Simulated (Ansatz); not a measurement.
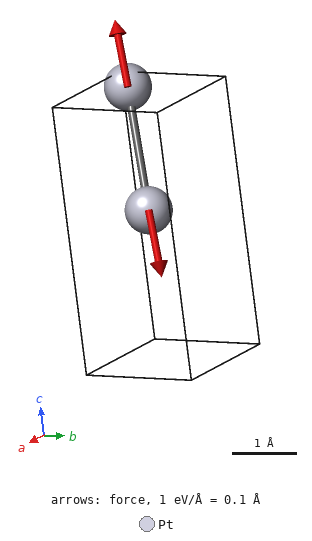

Starting geometry of solid Pt (set up in P-1) with the computed forces as red arrows. A ball-and-stick model of the cell of the calculation, reduced to other axes, seen slightly off an axis. Lengths and directions refer to the drawn axes.

Case: all atoms moved at random, sigma 0.4 Å for each component; relaxed back.

Theory: DFT PBEsol, scalar-relativistic, plane waves, PAW in Ansatz.

Input
```yaml
crystal:
  lattice:
    - [0.0, -1.9590303451, -1.9590303451]
    - [-1.9590303451, 0.0, -1.9590303451]
    - [1.9590303451, 1.9590303451, -3.9180606902]
  atoms:
    - { symbol: Pt, position: [0.5323107099, 0.4470033754, 0.4475892738] }
    - { symbol: Pt, position: [-0.0323107099, 0.0529966246, 0.0524107262] }
basis:
  ecutwfc: 420
kpoints:
  mp_grid: { grid: [12, 12, 14] }
hamiltonian:
  xc: pbesol
scf:
  occupations: { method: gaussian, width: 0.15 }
output:
  forces: true
  stress: true
  eigenvalues: true
  write_density: true
  write_potential: true
  elf: true
  volumetric_format: npy
relax:
  adjacent_minimum: "off"
  f_tol: 0.01
  max_steps: 80
  cell: { stress_tol: 0.1 }
```

Command:
```bash
ansatz run input.yaml --threads 1 --pin off --max-ram 2560MiB --backend cpu --events-out ev --progress --plain --runs-dir out
```

What follows when this structure is relaxed?

It isn't relaxed: the largest force vector, on Pt atoms, is 10.89 eV/Å. The atoms end up moving mostly along the starting forces (cosine between the two patterns 0.94). The largest moves relative to the cell, 0.30 Å, are those of Pt1 and Pt2. Pt1 goes along [1 3 −2]. The volume changes by +0.1 %, with a 2.770 → 2.768 Å (−0.1 %), b 2.770 → 2.769 Å (−0.1 %), c 4.799 → 4.807 Å (+0.2 %). Near-neighbour distances that change, for instance: Pt1–Pt2 2.191 → 2.774 Å, Pt1–Pt2 (another image) 3.355 → 2.774 Å, Pt1–Pt2 (another image) 3.154 → 2.774 Å, Pt1–Pt2 (another image) 2.472 → 2.774 Å. The space group (tolerance 0.01 Å) goes from P-1 (No. 2) to R-3m (No. 166). After 4 accepted moves (5 points after the start) the energy has fallen by 2.348 eV per cell of the calculation. The largest force component goes from 7.4 to 0.00053 eV/Å. Pressure: 49.71 GPa at the start and −0.03 GPa at the end. At 1 point the geometry stayed and the basis and grid were re-selected for the new cell (energy shift of less than 0.05 meV per cell of the calculation at most each time).
